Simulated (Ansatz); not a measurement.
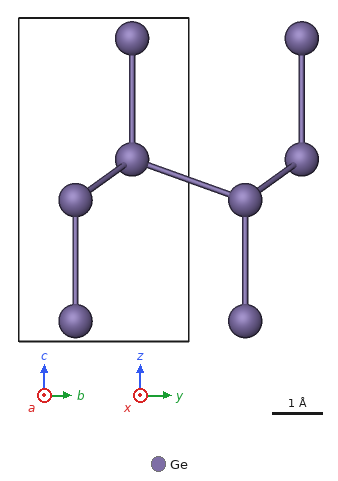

Energy scan for crystalline Ge (P6_3/mmc), in which the cell is strained equally along x and y and separately along z, with the atoms kept at their fractional coordinates. x, y and z are the Cartesian axes of the input. The picture shows the reference cell. The picture is a ball-and-stick view of the cell of the calculation, repeated 2 × 2 × 1 with one cell outlined, seen along the a axis.

Method: DFT PBEsol, scalar-relativistic, plane waves, PAW (Ansatz). Settings: plane-wave cutoff 420 eV; k-point mesh 12 × 12 × 8; occupations gaussian; smearing width 0.15 eV; no spin polarisation. Energies (free energies at the smearing named) are counted from the relaxed crystal.

```
Ge
1.0
     3.99697    0.00000    0.00000
    -1.99848    3.46148    0.00000
     0.00000    0.00000    6.59637
Ge
4
Direct
  0.66667 0.33333 0.06291
  0.33333 0.66667 0.56291
  0.66667 0.33333 0.43709
  0.33333 0.66667 0.93709
```

Q: What energies does the calculation give on a grid with rows −0.030, −0.015, 0.000, 0.015, 0.030 and columns −0.030, −0.015, 0.000, 0.015, 0.030 (strain along x and y; strain along z)?

A: Rows: strain along x and y; columns: strain along z; values in meV/atom.

|  | −0.030 | −0.015 | 0.000 | 0.015 | 0.030 |
| --- | --- | --- | --- | --- | --- |
| −0.030 | 43.6 | 31.9 | 27.1 | 28.4 | 34.8 |
| −0.015 | 20.9 | 10.2 | 6.5 | 8.6 | 15.8 |
| 0.000 | 13.0 | 3.0 | 0.0 | 2.9 | 10.8 |
| 0.015 | 17.8 | 8.4 | 5.9 | 9.3 | 17.8 |
| 0.030 | 33.6 | 24.6 | 22.4 | 26.2 | 35.1 |

In pairs of (strain along x and y; strain along z): the lowest computed point lies at (0.000, 0.000) (0.0 meV/atom), the highest at (−0.030, −0.030) (43.6 meV/atom).  Over the ranges scanned the energy rises more along the first axis, the in-plane strain. The pressure runs from −4.9 GPa at (0.030, 0.030) to 7.7 GPa at (−0.030, −0.030).
